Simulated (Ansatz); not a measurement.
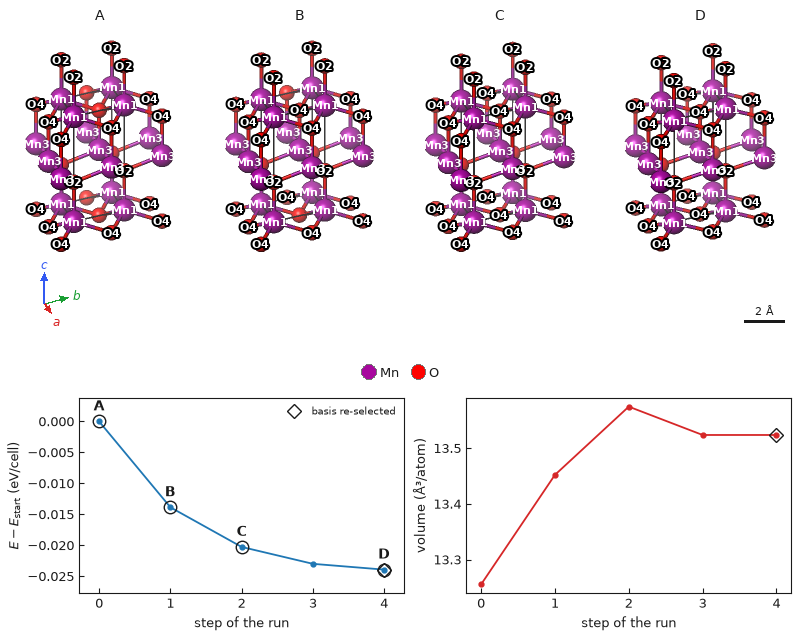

Frames of a relaxation of a crystal of MnO (a generated structure, set up in P6_3mc), marked on the history of the run. Style: ball-and-stick. Shown: the cell of the calculation, slightly off an axis.

Level of theory: Ansatz 0.2.0, DFT r2SCAN, scalar-relativistic, plane waves, PAW. Set-up: plane-wave cutoff 500 eV; k-point mesh 15 × 15 × 8; occupations gaussian; smearing width 0.1 eV; collinear spin; cell and atoms relaxed; force threshold 0.005 eV/Å; at most 80 steps.

Q: Describe the path.

A: After 3 accepted moves (4 points after the start) the energy has fallen by 23.9 meV per cell of the calculation. Largest force component: 0.052 eV/Å at the start, under 0.0001 eV/Å at the end. The pressure goes from 3.01 to 0.03 GPa. At 1 point the geometry stayed and the basis and grid were re-selected for the new cell (energy shift of 0.9 meV per cell of the calculation at most each time). The largest moves relative to the cell, 0.043 Å, are those of Mn1, O2, Mn3 and O4. Mn1 goes along −c. By element the largest moves are Mn 0.043 Å, O 0.043 Å. The drawn cell changes as follows: a = b 3.347 → 3.426 Å (+2.3 %), c 5.466 → 5.323 Å (−2.6 %); the volume changes by +2.0 %. Some distances before and after: Mn1–O2 2.050 → 2.082 Å, Mn1–O4 2.050 → 2.061 Å. Among the angles between lasting bonds that change: O2–Mn1–O4 109.5° → 106.3°, Mn1–O4–Mn3 109.5° → 106.3°, O4–Mn1–O4 109.5° → 112.4°. The space group stays P6_3mc (No. 186). The run may lie on a higher electronic state than the lowest, so the end point isn't shown to be the ground-state structure. The run took 5.6 min on 2 threads of Arm Neoverse V2, on a shared host, peak memory 0.83 GiB. From step 0 to 1: volume +1.5 %, energy −13.9 meV per cell of the calculation. From step 1 to 2: Mn and O atoms move most (0.02 Å), volume +0.9 %, energy −6.4 meV per cell of the calculation. From step 2 to 4: Mn and O atoms move most (0.02 Å), volume −0.4 %, energy −3.7 meV per cell of the calculation.

| step | E − E(0), meV/atom | largest force component, eV/Å | pressure, GPa | volume, Å³/atom | note |
| --- | --- | --- | --- | --- | --- |
| 0 | 0.00 | 0.0520 | 3.01 | 13.255 |  |
| 1 | -3.47 | 0.0753 | 1.01 | 13.452 |  |
| 2 | -5.07 | 0.0806 | -0.25 | 13.575 |  |
| 3 | -5.75 | 0.0001 | 0.02 | 13.524 |  |
| 4 | -5.98 | 0.0000 | 0.03 | 13.524 | same geometry, new basis |
